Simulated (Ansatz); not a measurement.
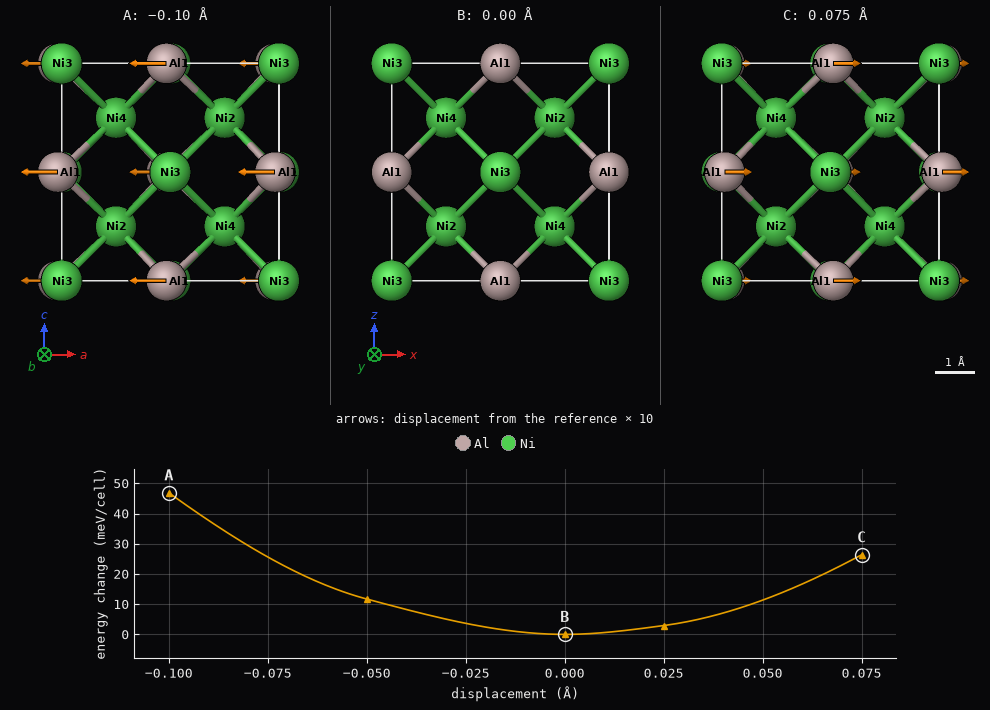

Energy scan for solid AlNi3 (Fm-3m), in which the whole Al sublattice is shifted rigidly, along Cartesian [1 0 0], all else fixed. The lettered frames are marked on the plot. A ball-and-stick model of the conventional cell (4 times the calculation's cell), seen along the b axis. Orange arrows: displacements from the reference. Lengths and directions refer to the drawn axes.

These are results of Ansatz 0.2.0, DFT r2SCAN, scalar-relativistic, plane waves, PAW, not measurements. Set-up: plane-wave cutoff 500 eV; k-point mesh 14 × 14 × 14; occupations gaussian; smearing width 0.15 eV; no spin polarisation. Energies (free energies at the smearing named) are counted from the relaxed crystal.

Question: Describe the profile.

Answer: The lowest computed point lies at the displacement 0.00 Å (0.0 meV/cell). At the ends of the scan the energy is 46.9 meV/cell (−0.10 Å) and 26.4 meV/cell (0.075 Å). The curvature at zero is about 9.4 eV/Å² per cell. At the highest point the shortest interatomic distance is 2.37 Å, against 2.43 Å in the reference. The distortion takes the space group from Fm-3m to I4mm.
